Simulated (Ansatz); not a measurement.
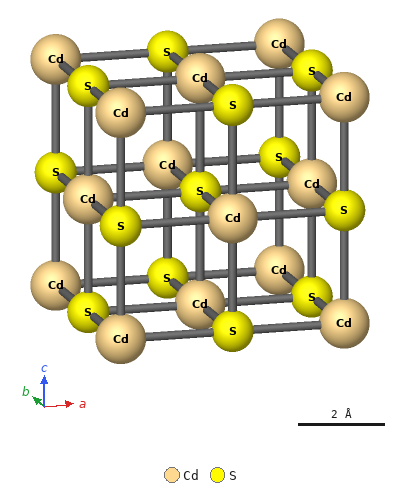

**Figure 1.** The structure as given in the input (ball-and-stick view of the cell 4 times as large as that of the calculation, set on its symmetry axes, seen slightly off an axis).

**CdS: single-point calculation**

CdS (2 atoms in the cell), computed with DFT, PBEsol, plane waves, PAW, no spin polarisation (Ansatz 0.2.0).

The structure was built on a prototype by a generator. The geometry comes from this level: r2SCAN.

**Input**
```yaml
crystal:
  lattice:
    - [0.0, 2.7267765442, 2.7267765442]
    - [2.7267765442, 0.0, 2.7267765442]
    - [2.7267765442, 2.7267765442, 0.0]
  atoms:
    - { symbol: Cd, position: [0.0, 0.0, 0.0] }
    - { symbol: S, position: [0.5, 0.5, 0.5] }
kpoints:
  mp_grid: { grid: [6, 6, 6] }
hamiltonian:
  xc: pbesol
scf:
  occupations: { method: fixed }
  n_extra_bands: 4
output:
  forces: true
  stress: true
  eigenvalues: true
  write_density: true
  write_potential: true
  elf: true
  volumetric_format: npy
```

Machine: 4 threads of an Arm (aarch64) CPU, shared host.

Launched with:
```bash
ansatz run input.yaml --threads 4 --pin off --max-ram 3686MiB --backend cpu --events-out ev --progress --plain --runs-dir out
```

**Log**
```
scf.n_extra_bands = 4 over 13 filled bands (N_el = 26.0): the run solves 17 bands
Engine: ansatz 0.2.0, aarch64-unknown-linux-gnu
Pseudopotentials: kind: paw
Pseudopotential: Cd, paw, valence charge 20, recommended cutoff 420 eV (normal), Cd.paw.azcp
Pseudopotential: S, paw, valence charge 6, recommended cutoff 420 eV (normal), S.paw.azcp
Functional definition: PBEsol
  exchange = pbesol_x
  correlation = pbesol_c
Crystal: 2 atoms, lattice volume = 40.549 Å³
Basis set: ecut = 420 eV, 821 PW (Γ), exchange–correlation on 54×54×54 points (8 copies of the dense FFT grid, shifted against one another)
Bands: 17, of which v1, the nominal top of the filled ones, is band 13 counted from 1 (12 counted from 0)
Symmetry: 48 space group operations
Space group: Fm-3m (ITA 225), of the structure as read, at distance tolerance 3.4e-5 Å
k-points: 16 of 216
Non-local potential: Cd, projectors of the file, l = 0: 3, l = 1: 2, l = 2: 2, l = 3: 1
Non-local potential: S, projectors of the file, l = 0: 2, l = 1: 2, l = 2: 2
PAW form: soft (Blöchl's): semilocal exchange-correlation on the pseudo side does not see the compensation charge
PAW frozen core: Cd, regenerated for the run's functional, and the local potential with it (the file was generated under x = pbe(κ = 0.804, μ = 0.2195149727645171), c = pbe(β = 0.06672455060314922))
PAW frozen core: S, regenerated for the run's functional, and the local potential with it (the file was generated under x = pbe(κ = 0.804, μ = 0.2195149727645171), c = pbe(β = 0.06672455060314922))
PAW one-centre angular grid: Cd, 590 points (default); XC on 64 Gauss nodes
PAW one-centre angular grid: S, 110 points (default); XC on 64 Gauss nodes
Initial density: superposition of atomic densities (neutral atoms: chi_scale 0, normalization atom), corrected by the library's trained network
Initial wavefunctions: pseudopotential atomic-orbital guess
Functional: x = pbesol(κ = 0.804, μ = 0.12345679012345678), c = pbesol(β = 0.046)
SCF iter   1: F=—  HF=-9070.044303 eV  |F-HF|=—  |Δ(HF+E_count)|=         —  Δρ=5.12e-3  dr2=1.22e-2  ethr=1.77e-3  ⟨swp⟩=4.4  Hψ=1136  notcnv=0  defer=28
preconditioner: auto → none  [insulator: Δε(μ)=0.067 eV  Ē_g=12.394 eV  n_scr=14 (ndim 8)  ℏωp=24.7 eV  f_vac=0.004  ε∞_Penn≈5.0]
SCF iter   2: F=—  HF=-9070.040883 eV  |F-HF|=—  |Δ(HF+E_count)|=   3.42e-3  Δρ=1.07e-3  dr2=2.25e-4  ethr=4.68e-5  ⟨swp⟩=2.0  Hψ=566  notcnv=0  defer=30
SCF iter   3: F=—  HF=-9070.040882 eV  |F-HF|=—  |Δ(HF+E_count)|=   9.65e-7  Δρ=4.40e-4  dr2=5.24e-5  ethr=8.64e-7  ⟨swp⟩=2.4  Hψ=454  notcnv=0  defer=26
SCF iter   4: F=—  HF=-9070.040894 eV  |F-HF|=—  |Δ(HF+E_count)|=   1.21e-5  Δρ=1.72e-4  dr2=1.40e-5  ethr=2.02e-7  ⟨swp⟩=2.0  Hψ=383  notcnv=0  defer=1
iter 5 did not close the SCF: its close was put off for the readings that it lacked (scf_convergence_deferred on its scf_iter line)
SCF iter   5: F=-9070.040890 eV  HF=-9070.040890 eV  |F-HF|=2.28e-8  |Δ(HF+E_count)|=   4.40e-6  Δρ=1.61e-5  dr2=4.57e-8  ethr=5.38e-8  ⟨swp⟩=2.0  Hψ=399  notcnv=0  defer=1
SCF iter   6: F=-9070.040890 eV  HF=-9070.040890 eV  |F-HF|=3.97e-10  |Δ(HF+E_count)|=   2.84e-8  Δρ=2.51e-6  dr2=1.37e-9  ethr=1.76e-10  ⟨swp⟩=7.0  Hψ=1746  notcnv=0
SCF 1 converged in 6 iterations: F = -9070.040890 eV  dr2 = 1.37e-9
  greatest PAW one-centre occupation: 1.000 electrons in one spin orbital (limit 2), on the Cd atom at site 0 (counted from 0), in its partial waves of l = 0
SCF converged after 6 iterations
Free energy (F): -9070.040890 eV
Harris-Foulkes:  -9070.040890 eV  (|F-HF|=3.97e-10)
Internal energy: -9070.040890 eV  (E = F + TS)
E sigma→0 (E₀):  -9070.040890 eV
Fermi energy:    9.761798 eV
--- Per-component energies (eV) ---
  E_band       = -438.208979
  E_kinetic    = 610.874763
  E_local      = -3524.930563  (includes V_loc(G=0)·N_el)
  E_nonlocal   = 66.373030
  E_hartree    = 1631.744116
  E_xc         = -271.050954
  E_vxc        = -307.729028  (∫ρ·V_xc dr)
  E_paw        = -4599.078510  (= ΣΔE_a)
  E_vpaw       = -546.286731  (= ΣTr[D̂ρ^β])
  E_aug_tail   = 0.000014  (compensation charges beyond the density's cutoff)
  E_ewald      = -2984.376695
  E_core_change = 0.403909  (= ΣΔE_core)
  E_smearing   = -0.000000  (= −TS)
  E_closure    = -0.000000  (closes the sum)
  Σ components = -9070.040890   (vs F -9070.040890, Δ=0.00e0)
--- Forces (eV/Å), atoms counted from 1 ---
  atom   1  Cd    -0.00000000     0.00000000     0.00000000
  atom   2  S      0.00000000    -0.00000000     0.00000000
  max |Σ_I F_I| component: 9.27e-30 eV/Å
--- Stress (GPa, compression-positive) ---
       -2.399386       0.000000      -0.000000
       -0.000000      -2.399386      -0.000000
        0.000000      -0.000000      -2.399386
  P = ⅓ Tr σ = -2.3994 GPa (-23.994 kbar)
--- Band table (eV; the first three rows and the last of 16) ---
  k-point 0: bands = ["-91.7236", "-52.8274", "-52.8274", "-52.8274", "-3.1246", "2.1305", "2.1305", "2.1332", "2.1332", "2.1332", "8.9686", "8.9686", "8.9686", "10.5910", "18.8372", "18.8372", "18.8372"]
  k-point 1: bands = ["-91.7236", "-52.8279", "-52.8275", "-52.8275", "-2.8833", "2.0467", "2.0467", "2.1023", "2.1857", "2.1857", "7.2616", "9.1475", "9.1475", "12.2506", "17.1252", "18.0897", "18.0897"]
  k-point 2: bands = ["-91.7236", "-52.8287", "-52.8277", "-52.8277", "-2.3062", "1.8868", "1.8868", "1.9771", "2.2941", "2.2941", "5.4888", "9.5386", "9.5386", "13.2441", "16.2569", "16.2569", "16.3542"]
  k-point 15: bands = ["-91.7236", "-52.8288", "-52.8284", "-52.8282", "-2.0672", "2.0370", "2.0584", "2.2531", "2.4194", "2.9678", "5.9243", "6.9179", "6.9832", "12.0966", "16.3993", "17.6273", "18.2645"]
```

**File rho_z.tsv**
```
# z_ang	rho[e/angstrom^3]
# format = ansatz-planar-average/11
# lattice	0.000000000	2.726776544	2.726776544
# lattice	2.726776544	0.000000000	2.726776544
# lattice	2.726776544	2.726776544	0.000000000
# sites	2
# site	48	0.000000000	0.000000000	0.000000000
# site	16	2.726776544	2.726776544	2.726776544
0.000000	1.635438e0
0.142824	1.552414e0
0.285648	1.330785e0
0.428472	1.038729e0
0.571295	7.531276e-1
0.714119	5.300321e-1
0.856943	3.908195e-1
0.999767	3.257478e-1
1.142591	3.087957e-1
1.285415	3.135919e-1
1.428239	3.221326e-1
1.571063	3.259896e-1
1.713886	3.245328e-1
1.856710	3.218077e-1
1.999534	3.218077e-1
2.142358	3.245328e-1
2.285182	3.259896e-1
2.428006	3.221326e-1
2.570830	3.135919e-1
2.713653	3.087957e-1
2.856477	3.257478e-1
2.999301	3.908195e-1
3.142125	5.300321e-1
3.284949	7.531276e-1
3.427773	1.038729e0
3.570597	1.330785e0
3.713421	1.552414e0
```

**File v_z.tsv**
```
# z_ang	v_es[eV]	v_tot[eV]
# format = ansatz-planar-average/11
# xc	pbesol
# density_cutoff_ev	1680
# datasets	Cd=:simpson_from_first_knot:soft:shift=-1031266	S=:simpson_from_first_knot:soft:shift=-322627
# lattice	0.000000000	2.726776544	2.726776544
# lattice	2.726776544	0.000000000	2.726776544
# lattice	2.726776544	2.726776544	0.000000000
# sites	2
# site	48	0.000000000	0.000000000	0.000000000
# site	16	2.726776544	2.726776544	2.726776544
0.000000	5.494539e0	-5.798509e0
0.142824	5.617317e0	-5.626729e0
0.285648	5.954944e0	-5.154768e0
0.428472	6.438220e0	-4.481134e0
0.571295	6.987224e0	-3.722276e0
0.714119	7.536660e0	-2.973683e0
0.856943	7.982658e0	-2.356914e0
0.999767	8.149626e0	-2.066557e0
1.142591	7.938743e0	-2.216887e0
1.285415	7.426016e0	-2.749383e0
1.428239	6.835458e0	-3.463227e0
1.571063	6.404101e0	-4.096193e0
1.713886	6.179508e0	-4.517051e0
1.856710	6.089661e0	-4.722279e0
1.999534	6.089661e0	-4.722279e0
2.142358	6.179508e0	-4.517051e0
2.285182	6.404101e0	-4.096193e0
2.428006	6.835458e0	-3.463227e0
2.570830	7.426016e0	-2.749383e0
2.713653	7.938743e0	-2.216887e0
2.856477	8.149626e0	-2.066557e0
2.999301	7.982658e0	-2.356914e0
3.142125	7.536660e0	-2.973683e0
3.284949	6.987224e0	-3.722276e0
3.427773	6.438220e0	-4.481134e0
3.570597	5.954944e0	-5.154768e0
3.713421	5.617317e0	-5.626729e0
```

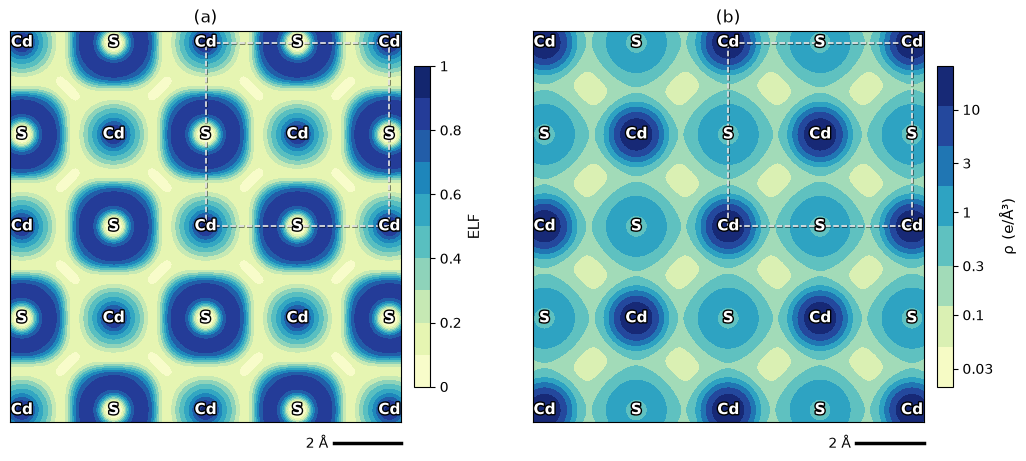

**Figure 2.** (a) ELF; (b) valence pseudo-density on the (100) plane of the conventional cell. Atoms in the plane: Cd and S. Cd–S (2.73 Å): ρ is about 0.28 e/Å³ halfway; the ELF peaks at about 0.85 in the valence shell of S, 0.8 Å from its nucleus, and drops to about 0.15 between the two atoms. Away from the nuclei the density in this plane falls to 0.07 e/Å³ at its lowest. The strong features right at Cd lie inside the PAW spheres (semicore, d or f shells) and say nothing about bonding. Core electrons are frozen (PAW), so the fields are smoothed inside the atomic spheres.

**Key numbers**

```json
{"quantity": "outcome", "value": "converged"}
{"quantity": "space group (tolerance 0.01 Å)", "value": "Fm-3m (225)"}
{"quantity": "electrons treated", "value": "26"}
{"quantity": "free energy", "value": "−9070.0409 eV"}
{"quantity": "Fermi energy", "value": "9.762 eV"}
{"quantity": "gap on the k-point mesh", "value": "0.13 eV"}
{"quantity": "pressure", "value": "−2.40 GPa"}
{"quantity": "largest force (length of the vector)", "value": "under 0.001 eV/Å"}
{"quantity": "wall time", "value": "0.95 s (CPU time 2.1 s)"}
{"quantity": "peak memory", "value": "0.31 GiB"}
```
